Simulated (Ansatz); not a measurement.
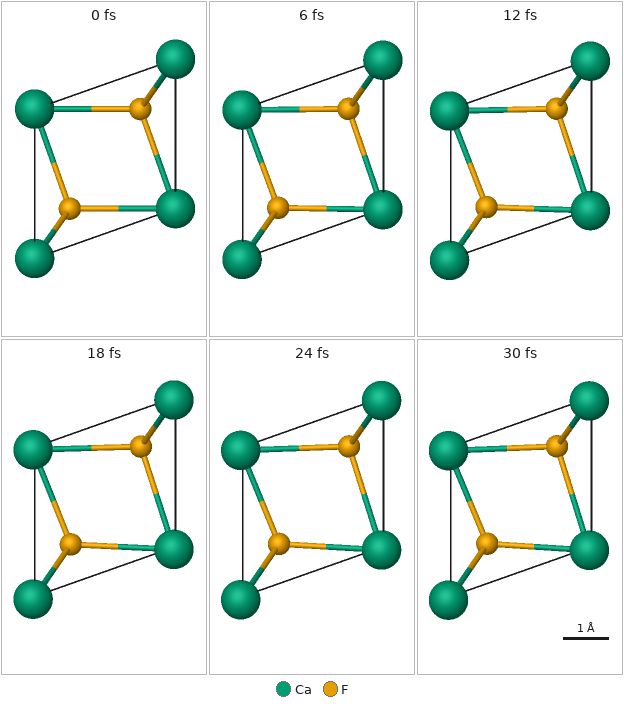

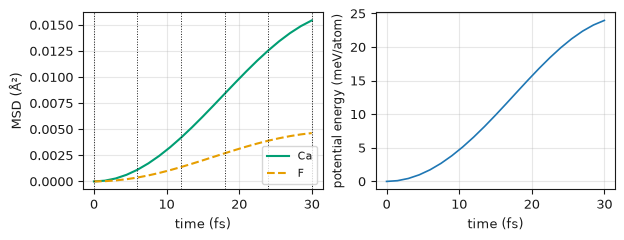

A Born-Oppenheimer molecular dynamics run of a 3-atom cell of CaF2 (set up in Fm-3m), 30 fs long. Frames and the history of the run. A ball-and-stick model of the reduced simulation cell, seen along the a axis. Bonds to atoms that aren't drawn are left out. Lengths and directions refer to the drawn axes.

These are results of Ansatz, DFT, LDA, PAW with Ansatz's default frozen-core files, scalar-relativistic, not measurements. Settings: plane-wave cutoff 420 eV; k-point mesh 6 × 6 × 6; Fermi-Dirac smearing 0.08 eV; constant energy (NVE); velocities drawn for 300 K; time step 1.5 fs.

Describe the run.

Answer. With so few atoms the kinetic temperature swings widely, between 20 and 300 K; its mean in the second half is 90 K. The potential energy is still drifting at the end, so the run hasn't reached equilibrium. The potential energy in the second half lies on average 17.8 meV per atom above the first frame. The mean pressure there is −5.3 GPa. In the second half of the run the atoms are, in the root-mean-square, this far from where they began (common drift taken out): Ca 0.11 Å, F 0.06 Å. The run lasts only 30 fs, too short to tell vibration from diffusion. The total energy stays between 0 and 0.028 meV per atom of its start. A straight-line fit has a slope that amounts to +0.032 meV per atom over 30 fs (0.2 % of the mean kinetic energy), and the ripple about it is under 0.1 % of the kinetic energy's fluctuation. With a drift under 2 % and a ripple under 7 %, the integration is accurate.

Cost: 33 s on 2 threads of Arm Neoverse V2, with other jobs on the host, peak memory 0.39 GiB.
